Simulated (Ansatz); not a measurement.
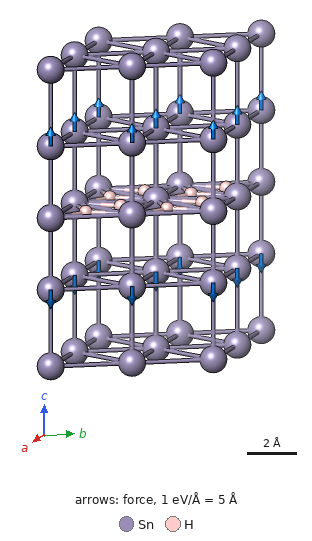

Starting geometry of solid Sn₂H (a generated structure, set up in P6/mmm) with the computed forces as blue arrows. The picture is a ball-and-stick view of the cell of the calculation, repeated 2 × 2 × 1 with one cell outlined, seen slightly off an axis.

The calculation used Ansatz, DFT PBE, scalar-relativistic, plane waves, PAW.

Input file:
```yaml
crystal:
  lattice:
    - [3.478671084, 0.0, 0.0]
    - [-1.739335542, 3.0126175301, 0.0]
    - [0.0, 0.0, 12.552158095]
  atoms:
    - { symbol: Sn, position: [0.0, 0.0, 0.7420639452] }
    - { symbol: Sn, position: [0.0, 0.0, 0.2579360548] }
    - { symbol: Sn, position: [0.0, 0.0, 0.5] }
    - { symbol: Sn, position: [0.0, 0.0, 0.0] }
    - { symbol: H, position: [0.3333333333, 0.6666666667, 0.5] }
    - { symbol: H, position: [0.6666666667, 0.3333333333, 0.5] }
basis:
  ecutwfc: 420
kpoints:
  mp_grid: { grid: [12, 12, 4] }
hamiltonian:
  xc: pbe
scf:
  occupations: { method: gaussian, width: 0.1 }
output:
  forces: true
  stress: true
  eigenvalues: true
relax:
  adjacent_minimum: "off"
  f_tol: 0.01
  max_steps: 80
  cell: { stress_tol: 0.05 }
```

Launched with:
```bash
ansatz run input.yaml --threads 1 --pin off --max-ram 2560MiB --backend cpu --events-out ev --progress --plain --runs-dir out
```

What follows when this structure is relaxed?

Answer. It isn't relaxed: the largest force vector, on Sn atoms, is 0.17 eV/Å. The atoms end up moving mostly along the starting forces (cosine between the two patterns 1.00). After 2 accepted moves (3 points after the start) the energy has fallen by 8.0 meV per atom. The largest force component goes from 0.17 to 0.0045 eV/Å. Pressure: −0.18 GPa at the start and −0.01 GPa at the end. The SCF was repeated once at an unchanged geometry on a basis and grid sized afresh for the cell, which shifted the energy by less than 0.05 meV per atom at most. The largest moves relative to the cell, 0.055 Å, are those of Sn1 and Sn2. Sn1 goes along +c. H stays in place. The volume changes by −1.2 %, with a = b 3.479 → 3.504 Å (+0.7 %), c 12.552 → 12.219 Å (−2.7 %). Among the contacts that change: Sn1–Sn4 3.238 → 3.096 Å, Sn1–Sn3 3.038 → 3.013 Å, Sn1–Sn1 3.479 → 3.504 Å, Sn3–H5 2.008 → 2.023 Å. The space group stays P6/mmm (No. 191). Cost: 72 s on 1 thread of Intel(R) Xeon(R) Processor @ 2.70GHz (shared host), peak memory 0.52 GiB.
